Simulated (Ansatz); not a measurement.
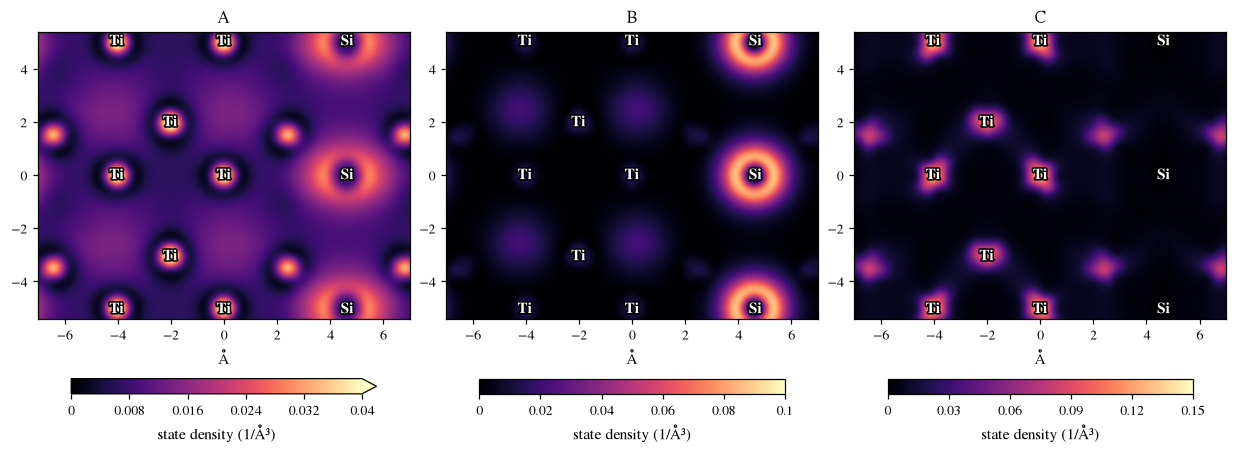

Ti5Si: densities of the states in three energy windows, on the (11̄0) plane of the conventional cell.

Space group R32. The cell comes from a database of computed structures, not from a measurement.

These are results of DFT PBE, scalar-relativistic, plane waves, PAW in Ansatz, not measurements.

In a PAW calculation such maps are meaningful between the atoms, not at the nuclei.

Q: The windows, about the Fermi level, are −9.0 to −7.8 eV, −5.0 to −3.3 eV and −0.25 to +0.25 eV. Which panel shows which?

A: Panel A: −5.0 to −3.3 eV, the lower third of the occupied valence band, mainly Ti 4s (40 %), Si 3p (35 %) and Ti 3d (20 %).
Panel B: −9.0 to −7.8 eV, a separate group of bands, mainly Si 3s (60 %), Ti 4s (30 %) and Ti 3d (10 %).
Panel C: −0.25 to +0.25 eV, the states at the Fermi level, mainly Ti 3d (95 %).
The characters are Löwdin shares on a minimal set of atomic orbitals. At the bottom of an sp band the diffuse p orbitals of such a set take a share of s-like charge between the atoms, so the p share there is overstated.
